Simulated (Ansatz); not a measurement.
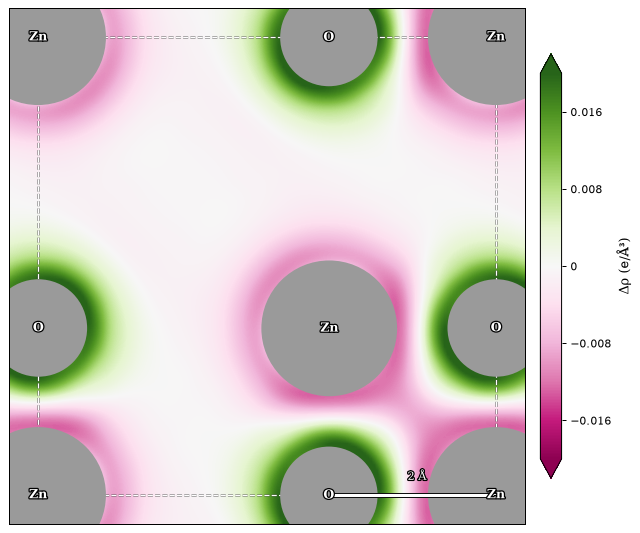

ZnO: difference of two self-consistent densities at the same geometry, ρ(r2SCAN) − ρ(PBE), on the (001) plane of the conventional cell. Grey discs cover the cores, where the PAW densities can't be compared. Cores are masked to 0.8 Å (Zn) and 0.6 Å (O).

Space group P4_2/mnm. This isn't the usual form at ambient conditions. The cell comes from a database of computed structures, not from a measurement.

Both runs: Ansatz, scalar-relativistic, plane waves and PAW, same cutoff, k-points and PAW files (made with PBE).

What differs between the two levels of theory?

Against PBE, and outside the masked cores, the largest gain lies at the edge of the masked core of O, and the largest loss lies at the edge of the masked core of Zn.
Bader charges are Zn +1.23 and O −1.23 e with PBE and Zn +1.29 and O −1.29 e with r2SCAN.
At this volume the pressure is 5 GPa with PBE and −1 GPa with r2SCAN.
The gap on the mesh is 0.82 eV with PBE and 1.21 eV with r2SCAN.

Run times: 93 s (r2SCAN) and 76 s (base cell), on 2 threads of Arm Neoverse N1, with other jobs on the host.
